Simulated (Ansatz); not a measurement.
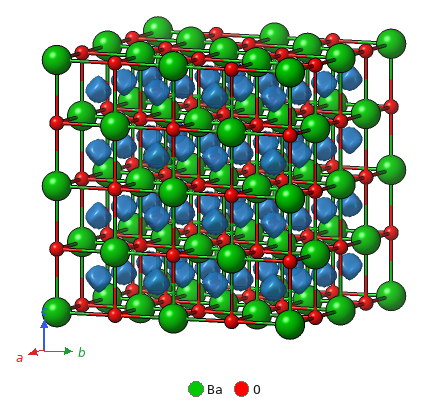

Crystal voids of BaO (Fm-3m, No. 225): the blue surface encloses the regions where the procrystal electron density, the sum of the densities of spherically averaged neutral Hartree-Fock atoms, is below 0.01 e/bohr³ (2×2×2 cells, view slightly off an axis). No self-consistent density enters. Pale faces close the region where the drawn box cuts it. From Rb on the atoms have core potentials, so only their outer electrons count. The usual level for crystal voids is 0.002 e/bohr³; this crystal has almost no region below it, so a higher level is used, which marks the interstitial space of lowest density.

Source of the atomic positions: the end point of a relaxation with Ansatz 0.2.0, DFT PBE, scalar-relativistic, plane waves, PAW.

```cif
data_structure
_symmetry_space_group_name_H-M 'P 1'
_symmetry_Int_Tables_number 1
_cell_length_a 5.5740
_cell_length_b 5.5740
_cell_length_c 5.5740
_cell_angle_alpha 90.000
_cell_angle_beta 90.000
_cell_angle_gamma 90.000
_cell_volume 173.18
loop_
_atom_site_label
_atom_site_type_symbol
_atom_site_fract_x
_atom_site_fract_y
_atom_site_fract_z
_atom_site_occupancy
Ba1 Ba 0.00000 0.00000 0.00000 1
O1 O 0.00000 0.00000 0.50000 1
Ba2 Ba 0.00000 0.50000 0.50000 1
O2 O 0.00000 0.50000 0.00000 1
Ba3 Ba 0.50000 0.00000 0.50000 1
O3 O 0.50000 0.00000 0.00000 1
Ba4 Ba 0.50000 0.50000 0.00000 1
O4 O 0.50000 0.50000 0.50000 1
```

### What share of the cell is void by this measure?

The voids take about 4.2 % of the cell (7.3 Å³ of 173.2 Å³) and are bounded by about 41 Å² of surface per cell.

### Are the voids connected in the whole crystal?

They are isolated pockets that do not connect across cells.

### How low does the density fall, and where?

To about 0.0027 e/bohr³ near 0.00, 0.00, 0.00 (fractional), 0.0 Å from the nearest nucleus.

### At what density do the voids first join through the crystal?

At about 0.011 e/bohr³, as a three-dimensional network.
